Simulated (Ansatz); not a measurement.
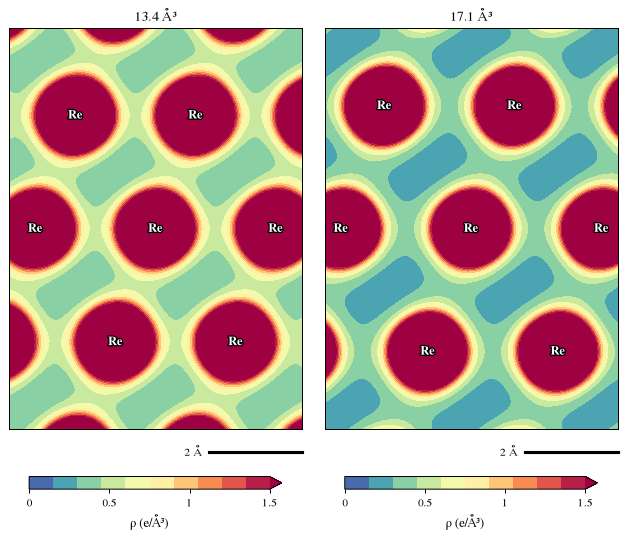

Re. The valence charge density (pseudo) of cells scaled evenly to different volumes (given per atom above each panel), on the (11̄0) plane of each (indices in the axes of the cell below), at one length scale and on one colour scale.

A generated structure, not necessarily the stable one; computed without spin polarisation.

All numbers below come from DFT, RPBE, plane waves (420 eV) with PAW, scalar-relativistic in Ansatz.

The density is the valence pseudo-density of a PAW calculation; it isn't the true density close to the nuclei.

The largest cell:

```yaml
crystal:
  lattice:
    - [-1.62248, 1.62248, 1.62248]
    - [1.62248, -1.62248, 1.62248]
    - [1.62248, 1.62248, -1.62248]
  atoms:
    - { symbol: Re, position: [0.00000, 0.00000, 0.00000] }
```

| volume (Å³/atom) | Re–Re contact in the plane (Å) | ρ at its midpoint (e/Å³) | pressure (GPa) | 
| --- | --- | --- | --- |
| 13.42 | 2.593 | 0.555 | 58.7 | 
| 15.86 | 2.742 | ? | ? | 
| 17.08 | 2.810 | 0.398 | −29.7 | 

Estimate the missing row, and compare with the calculation.

Over the known rows ln ρ falls by 1.53 per Å of Re–Re distance (the line through the two), which gives 0.442 e/Å³ at 2.742 Å; the calculation gives 0.440 e/Å³. For the pressure, a straight line in volume between the neighbouring rows gives −0.2 GPa; the calculation gives −12.1, lower because pressure rises ever faster on compression.
